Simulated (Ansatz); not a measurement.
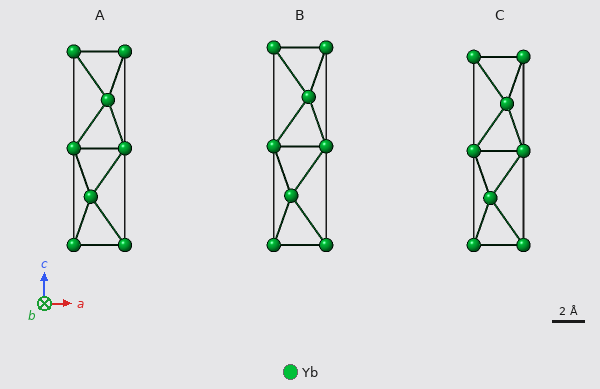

3 geometries from one relaxation of solid Yb (a generated structure, set up in P6_3/mmc), in shuffled order. A ball-and-stick model of the cell of the calculation, seen along the b axis.

Phase: dhcp.

Computed with DFT, r2SCAN, plane waves (500 eV) with PAW, scalar-relativistic (Ansatz 0.2.0). Set-up: plane-wave cutoff 500 eV; k-point mesh 9 × 9 × 3; occupations fermi dirac; smearing width 0.1 eV; no spin polarisation; cell and atoms relaxed; force threshold 0.01 eV/Å; at most 60 steps.

### Put them in the order of the run, from the start to the converged end.

B, A, C. They are steps 0, 1, 5, at +47.7 meV per atom, +15.0 meV per atom relative to the last. After 4 accepted moves (5 points after the start) the energy has fallen by 47.7 meV per atom. All forces vanish by symmetry, so only the cell relaxes. The pressure goes from −2.31 to −0.02 GPa. At 1 point the geometry stayed and the basis and grid were re-selected for the new cell (energy shift of 0.3 meV per atom at most each time). No atom moves by more than 0.005 Å relative to the cell. Cell: a = b 3.879 → 3.678 Å (−5.2 %), c 12.670 → 12.074 Å (−4.7 %). Volume −14.3 %. Among the contacts that change: Yb–Yb 3.879 → 3.678 Å. The space group stays P6_3/mmc (No. 194). The run took 4 min on 1 thread of Intel(R) Xeon(R) Platinum 8259CL CPU @ 2.50GHz (Skylake/Cascade Lake) (shared host), peak memory 1.1 GiB.

Limits of the set-up: 4f states are treated without a Hubbard U.
